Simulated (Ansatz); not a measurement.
**TiB2: band-structure calculation**

The run: band-structure calculation of TiB2 (P6/mmm, 3 atoms in the cell). Method and program: DFT, PBE, all-electron LAPW, scalar-relativistic, no spin polarisation (Ansatz 0.2.0).

The structure derives from an entry of the Crystallography Open Database. Its volume is 1.06 times that of the source entry. It belongs to a series of runs on one base structure; here: volume scaled by 1.06. Figures and captions count atoms from 1; the log counts them from 0 in places.

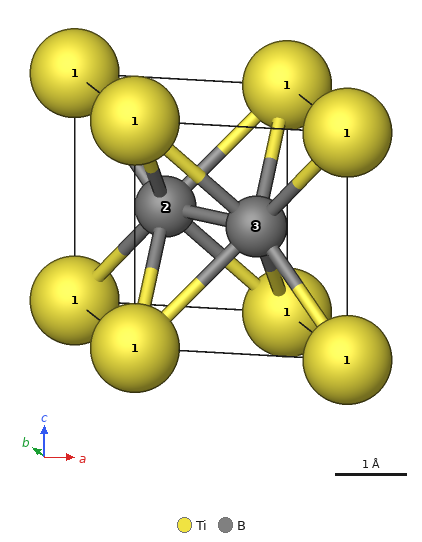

*The input geometry (ball-and-stick view of the cell of the calculation, seen slightly off an axis; atoms are numbered from 1 in the order of the input).*

## Input file
```yaml
crystal:
  lattice:
    - [3.088609328, 0.0, 0.0]
    - [-1.544304664, 2.6748141404, 0.0]
    - [0.0, 0.0, 3.2917180359]
  atoms:
    - { symbol: Ti, position: [0.0, 0.0, 0.0] }
    - { symbol: B, position: [0.3333333333, 0.6666666667, 0.5] }
    - { symbol: B, position: [0.6666666667, 0.3333333333, 0.5] }
kpoints:
  mp_grid: { grid: [15, 15, 13] }
  band_path:
    path:
      - [0.0, 0.0, 0.0]
      - [0.5, 0.0, 0.0]
      - [0.3333333333, 0.3333333333, 0.0]
      - [0.0, 0.0, 0.0]
      - [0.0, 0.0, 0.5]
      - [0.5, 0.0, 0.5]
      - [0.3333333333, 0.3333333333, 0.5]
      - [0.0, 0.0, 0.5]
      - [0.5, 0.0, 0.5]
    npoints: 5
scf:
  occupations: { method: fermi_dirac, width: 0.08 }
hamiltonian:
  xc: pbe
  pseudopotentials: { kind: all_electron, lapw: { basis_error: 0.001 } }
output:
  forces: true
  stress: true
  eigenvalues: true
```

Run on 1 thread of AMD EPYC (Zen 5), 176 GiB of memory available, shared host.

Launch command:
```bash
ansatz run input.yaml --threads 1 --pin off --max-ram 6144MiB --backend cpu --events-out ev --progress --plain --runs-dir out
```

## Output
```
LAPW: plane waves up to 8.844 Å⁻¹, error target 1.0e-3 eV per atom; small_component_spin mean_spin; B in spheres of 0.892 Å, 5 of its electrons in bands, Dirac shells []; Ti in spheres of 1.267 Å, 12 of its electrons in bands, Dirac shells [] (how accurate: hamiltonian.pseudopotentials.lapw.basis_error, Limitations)
Engine: ansatz 0.2.0, x86_64-unknown-linux-gnu
Pseudopotentials: kind: all_electron
Pseudopotential: Ti, LAPW, valence charge 12, lapw/all_electron/scalar/gaussian/Ti, Koelling and Harmon's equation, gaussian nucleus
Pseudopotential: B, LAPW, valence charge 5, lapw/all_electron/scalar/gaussian/B, Koelling and Harmon's equation, gaussian nucleus
Functional definition: PBE
  parameter kappa = 0.804
  parameter beta = 0.06672455060314922
  exchange = pbe_x(kappa = kappa, mu = beta*pi^2/3)
  correlation = pbe_c(beta = beta)
Crystal: 3 atoms, lattice volume = 27.194 Å³
Basis set: ecut = 298.0257670092255 eV, 327 PW (Γ), exchange–correlation at level 2
Bands: 15, of which v1, the nominal top of the filled ones, is band 11 counted from 1 (10 counted from 0)
Symmetry: 24 space group operations
Space group: P6/mmm (ITA 191), of the structure as read, at distance tolerance 3.0e-5 Å
k-points: 189 of 2925
Non-local potential: Ti, projectors of the file, none
Non-local potential: B, projectors of the file, none
Initial density: superposition of atomic densities (chi_scale 0.1, normalization cell, long waves kept (reshape's long-wave potential 0.00 eV rms))
Initial wavefunctions: plane waves of lowest kinetic energy (no species holds an atomic orbital)
Functional: x = pbe(κ = 0.804, μ = 0.2195149727645171), c = pbe(β = 0.06672455060314922)
iter 1 solved again at ethr=1.88e-2 eV; its pass at ethr=1.00e-1 eV (dr2=4.14e0 eV) is discarded
SCF iter   1: F=—  HF=-24590.517331 eV  |F-HF|=—  |Δ(HF+E_count)|=         —  Δρ=9.17e-2  dr2=4.14e0  ethr=1.88e-2  ⟨swp⟩=2.0  Hψ=20641  notcnv=0
preconditioner: auto → none  [metal: Δε(μ)=0.017 eV  Ē_g=9.347 eV  σ=0.080 eV  W_gap=0.05  n_scr=8 (ndim 8)  ℏωp=22.5 eV  f_vac=0.000  D(μ)=0.39/eV (n_scr^D=0)  sad-step TF]
iter 2 solved again at ethr=3.13e-4 eV; its pass at ethr=1.88e-2 eV (dr2=6.90e-2 eV) is discarded
SCF iter   2: F=—  HF=-24589.016314 eV  |F-HF|=—  |Δ(HF+E_count)|=    1.50e0  Δρ=1.80e-2  dr2=6.78e-2  ethr=3.13e-4  ⟨swp⟩=2.1  Hψ=15046  notcnv=0
SCF iter   3: F=—  HF=-24588.858386 eV  |F-HF|=—  |Δ(HF+E_count)|=   1.58e-1  Δρ=9.43e-3  dr2=2.09e-2  ethr=3.08e-4  ⟨swp⟩=3.0  Hψ=9200  notcnv=0
SCF iter   4: F=—  HF=-24588.851661 eV  |F-HF|=—  |Δ(HF+E_count)|=         —  Δρ=2.90e-3  dr2=2.11e-3  ethr=9.49e-5  ⟨swp⟩=3.0  Hψ=8134  notcnv=0
the basis was enlarged: its passes take 107.4 KiB over the memory plan, 1 of 1 planned eigensolver slots
SCF iter   5: F=—  HF=-24588.850809 eV  |F-HF|=—  |Δ(HF+E_count)|=   8.51e-4  Δρ=8.09e-4  dr2=2.57e-4  ethr=9.59e-6  ⟨swp⟩=3.0  Hψ=8157  notcnv=0
SCF iter   6: F=—  HF=-24588.850691 eV  |F-HF|=—  |Δ(HF+E_count)|=   1.19e-4  Δρ=9.78e-5  dr2=4.42e-6  ethr=1.17e-6  ⟨swp⟩=2.1  Hψ=7832  notcnv=0
SCF iter   7: F=—  HF=-24588.850690 eV  |F-HF|=—  |Δ(HF+E_count)|=   5.78e-7  Δρ=1.92e-5  dr2=1.47e-7  ethr=2.01e-8  ⟨swp⟩=2.1  Hψ=7824  notcnv=0
SCF iter   8: F=-24588.850690 eV  HF=-24588.850690 eV  |F-HF|=5.16e-8  |Δ(HF+E_count)|=   2.53e-8  Δρ=7.44e-6  dr2=2.57e-8  ethr=6.66e-10  ⟨swp⟩=2.1  Hψ=7821  notcnv=0
SCF 1 converged in 8 iterations: F = -24588.850690 eV  dr2 = 2.57e-8
NSCF: frozen V_eff on 41 k-points
SCF converged after 8 iterations
Free energy (F): -24588.850690 eV
Harris-Foulkes:  -24588.850690 eV  (|F-HF|=5.16e-8)
Internal energy: -24588.841916 eV  (E = F + TS)
E sigma→0 (E₀):  -24588.846303 eV
Entropy (-TS):   -0.008774 eV (-2.925 meV/atom)
Fermi energy:    14.690339 eV
--- Per-component energies (eV) ---
  E_band       = -736.289323
  E_kinetic    = 24799.796501
  E_xc         = -1371.312753
  E_electrostatic = -48017.325664  (all electrons and nuclei)
  E_smearing   = -0.008774  (= −TS)
  E_closure    = 0.000000  (closes the sum)
  E_atoms      = -24565.595174  (free atoms, spherical and without spin; not in F)
  Σ components = -24588.850690   (vs F -24588.850690, Δ=0.00e0)
  Basis errors (estimates in eV, not in F): energy 3.8e-4 per atom: plane waves 3.5e-4 (1.9e-4 summed), levels above the bands 5.4e-26, relativity 7.4e-9, radial functions 3.3e-5, core shells 1.1e-6; eigenvalues (radial functions only) 3.1e-6; not estimated: angular momenta, meshes, grids; target (lapw.basis_error) 1.0e-3; muffin-tin radii B 0.892 Å, Ti 1.267 Å
--- Forces (eV/Å), atoms counted from 1 ---
  atom   1  Ti    -0.00000000    -0.00000000     0.00000000
  atom   2  B      0.00000000    -0.00000000     0.00000000
  atom   3  B      0.00000000     0.00000000     0.00000000
  max |Σ_I F_I| component: 3.70e-17 eV/Å
--- Stress (GPa, compression-positive) ---
      -13.765321       0.000000       0.000000
        0.000000     -13.765321       0.000000
        0.000000       0.000000     -11.677954
  P = ⅓ Tr σ = -13.0695 GPa (-130.695 kbar)
--- Band table (eV; the first three rows and the last of 189) ---
  k-point 0: bands = ["-158.5475", "-158.5344", "-42.3923", "-18.7347", "-18.4601", "-18.4601", "1.4906", "12.1938", "12.1938", "12.3759", "12.6990", "16.4109", "16.4109", "18.0641", "18.0641"]
  k-point 1: bands = ["-158.5475", "-158.5344", "-42.3916", "-18.7438", "-18.4594", "-18.4594", "1.5636", "11.5601", "12.2528", "12.2528", "13.4261", "16.2276", "16.2276", "17.9378", "17.9378"]
  k-point 2: bands = ["-158.5475", "-158.5344", "-42.3899", "-18.7690", "-18.4574", "-18.4574", "1.7761", "10.5525", "12.4286", "12.4286", "14.1938", "15.8099", "15.8099", "17.5808", "17.5808"]
  k-point 188: bands = ["-158.5409", "-158.5409", "-42.3346", "-18.8070", "-18.6667", "-18.6667", "6.3434", "6.3434", "9.0832", "11.6277", "11.6277", "16.9720", "18.4248", "18.4248", "18.9220"]
```

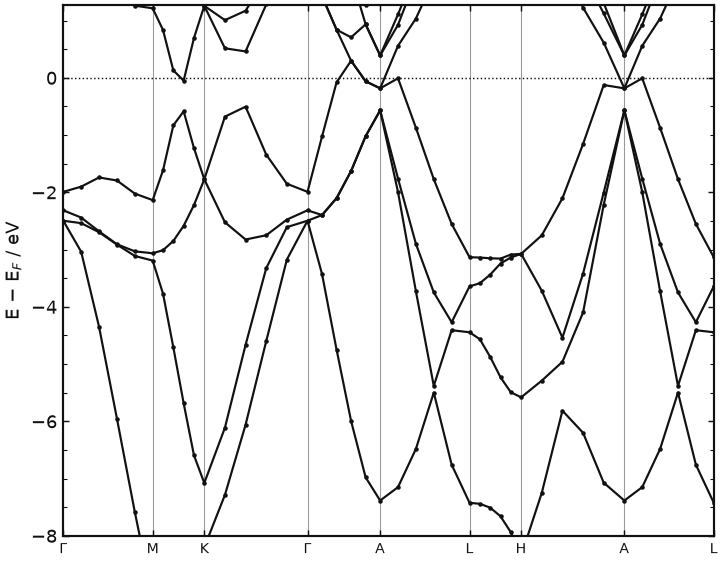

*Band structure along Γ–M–K–Γ–A–L–H–A–L, with energies from the Fermi level.*

Bands cross the Fermi level: a metal at this level of theory.

## Key numbers

```tsv
quantity	value
outcome	converged
space group (tolerance 0.01 Å)	P6/mmm (191)
electrons in bands (core shells apart)	22
free energy	−24588.8507 eV
Fermi energy	14.690 eV
pressure	−13.07 GPa
electronic character	metal
largest force (length of the vector)	under 0.001 eV/Å
wall time	9.9 s
peak memory	0.5 GiB
```

## Remarks

The cell is under a tension of 13.1 GPa at this level, so it is not at its equilibrium volume.
